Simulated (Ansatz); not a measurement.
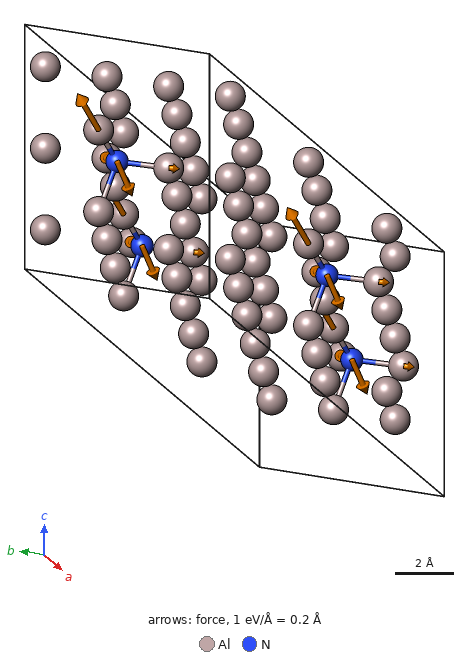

Starting geometry of a defect cell of composition Al27N with the computed forces as orange arrows. The picture is a ball-and-stick view of the conventional cell (2 times the calculation's cell) (origin shifted), seen from a free direction. Lengths and directions refer to the drawn axes.

Case: N interstitial, charge +0, atoms relaxed.

Theory: Ansatz, DFT PBE, scalar-relativistic, plane waves, PAW.

Input
```yaml
crystal:
  lattice:
    - [-6.0624313821, -6.0624313821, 0.0]
    - [-6.0624313821, 0.0, -6.0624313821]
    - [0.0, -6.0624313821, -6.0624313821]
  atoms:
    - { symbol: Al, position: [0.6666666667, 0.6666666667, 0.6666666667] }
    - { symbol: Al, position: [0.3333333333, 0.6666666667, 0.6666666667] }
    - { symbol: Al, position: [0.0, 0.6666666667, 0.6666666667] }
    - { symbol: Al, position: [0.6666666667, 0.3333333333, 0.6666666667] }
    - { symbol: Al, position: [0.3333333333, 0.3333333333, 0.6666666667] }
    - { symbol: Al, position: [0.0, 0.3333333333, 0.6666666667] }
    - { symbol: Al, position: [0.6666666667, 0.0, 0.6666666667] }
    - { symbol: Al, position: [0.3333333333, 0.0, 0.6666666667] }
    - { symbol: Al, position: [0.0, 0.0, 0.6666666667] }
    - { symbol: Al, position: [0.6666666667, 0.6666666667, 0.3333333333] }
    - { symbol: Al, position: [0.3333333333, 0.6666666667, 0.3333333333] }
    - { symbol: Al, position: [0.0, 0.6666666667, 0.3333333333] }
    - { symbol: Al, position: [0.6666666667, 0.3333333333, 0.3333333333] }
    - { symbol: Al, position: [0.3333333333, 0.3333333333, 0.3333333333] }
    - { symbol: Al, position: [0.0, 0.3333333333, 0.3333333333] }
    - { symbol: Al, position: [0.6666666667, 0.0, 0.3333333333] }
    - { symbol: Al, position: [0.3333333333, 0.0, 0.3333333333] }
    - { symbol: Al, position: [0.0, 0.0, 0.3333333333] }
    - { symbol: Al, position: [0.6666666667, 0.6666666667, 0.0] }
    - { symbol: Al, position: [0.3333333333, 0.6666666667, 0.0] }
    - { symbol: Al, position: [0.0, 0.6666666667, 0.0] }
    - { symbol: Al, position: [0.6666666667, 0.3333333333, 0.0] }
    - { symbol: Al, position: [0.3333333333, 0.3333333333, 0.0] }
    - { symbol: Al, position: [0.0, 0.3333333333, 0.0] }
    - { symbol: Al, position: [0.6666666667, 0.0, 0.0] }
    - { symbol: Al, position: [0.3333333333, 0.0, 0.0] }
    - { symbol: Al, position: [0.0, 0.0, 0.0] }
    - { symbol: "N", position: [0.9360174528, 0.9172598691, 0.8911748564] }
basis:
  ecutwfc: 420
  xc_grid: 2
kpoints:
  mp_grid: { grid: [3, 3, 3], shift: [0.0, 0.0, 0.0] }
hamiltonian:
  xc: pbe
scf:
  occupations: { method: gaussian, width: 0.1 }
output:
  forces: true
  stress: false
  eigenvalues: true
  write_density: true
  write_potential: true
  elf: true
  volumetric_format: npy
relax:
  adjacent_minimum: "off"
  f_tol: 0.02
  max_steps: 60
```

Launched with:
```bash
ansatz run input.yaml --threads 4 --pin off --max-ram 8192MiB --backend cpu --events-out ev --progress --plain --runs-dir out
```

What follows when this structure is relaxed?

Answer. It isn't relaxed: the largest force vector, on Al9, is 9.24 eV/Å. The final displacements follow the starting forces only in part (cosine between the two patterns 0.79). The energy falls by 1.357 eV per cell of the calculation in 3 accepted moves (4 points after the start). Largest force component: 5.7 eV/Å at the start, 0.016 eV/Å at the end. 1 step only repeated the SCF at the same geometry. The atom that moves furthest is N28 (0.19 Å roughly along −c). Largest moves by element: N 0.19 Å, Al 0.13 Å. The cell doesn't change. Some distances before and after: Al9–N28 1.574 → 1.873 Å, Al21–N28 1.765 → 1.873 Å, Al27–N28 1.799 → 1.873 Å, Al25–N28 1.891 → 1.872 Å. Among the angles between lasting bonds that change: Al25–N28–Al27 101.5° → 109.5°, Al9–N28–Al21 117.6° → 109.6°, Al21–N28–Al25 102.8° → 109.4°. Cost: 71 s on 4 threads of Arm Neoverse V1 (shared host), peak memory 1.1 GiB.
